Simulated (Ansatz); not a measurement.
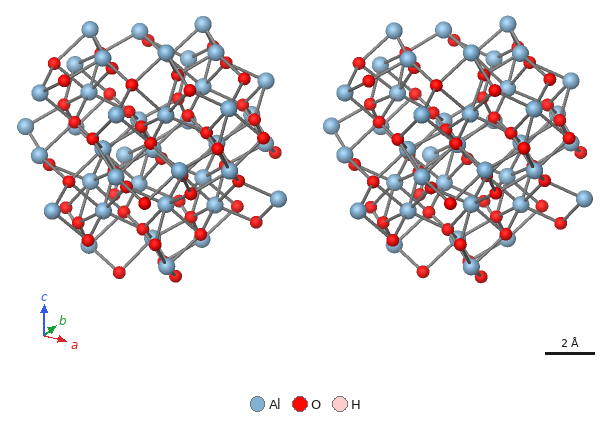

Two geometries of a defect cell of composition Al₄₇O₇₁H (cell charge −1), drawn at one scale. One is the start of a relaxation, the other its converged end. A ball-and-stick model of the atoms within 5.8 Å of the atom that moves most (axes of the cell of the calculation (origin shifted)), seen slightly off an axis.

Theory: DFT, PBEsol, PAW, plane waves in Ansatz 0.2.0. Settings: plane-wave cutoff 420 eV; k-point mesh 1 × 1 × 1; mesh shifted by (0.25, 0.25, 0.25); collinear spin; atoms relaxed in a fixed cell; force threshold 0.03 eV/Å; at most 80 steps.

### Which of the two is the end point?

The right one is the relaxed one. After 7 geometry steps the energy has fallen by 3.226 eV per cell of the calculation. Largest force component: 4.1 eV/Å at the start, 0.021 eV/Å at the end. The atom that moves furthest is an Al atom (0.21 Å along +c). Largest moves by element: Al 0.21 Å, H 0.18 Å, O 0.15 Å. The cell doesn't change. Among the contacts that change: Al–O 1.957 → 2.098 Å, Al–O 2.009 → 1.873 Å, Al–O 1.985 → 1.858 Å, Al–O 1.899 → 1.776 Å. Among the angles between lasting bonds that change: O–Al–O 162.4° → 176.2°, O–Al–O 162.6° → 176.1°, O–Al–O 87.5° → 100.9°.

Limits of the set-up: the cell is charged, on a uniform background, and energies carry no finite-size correction.
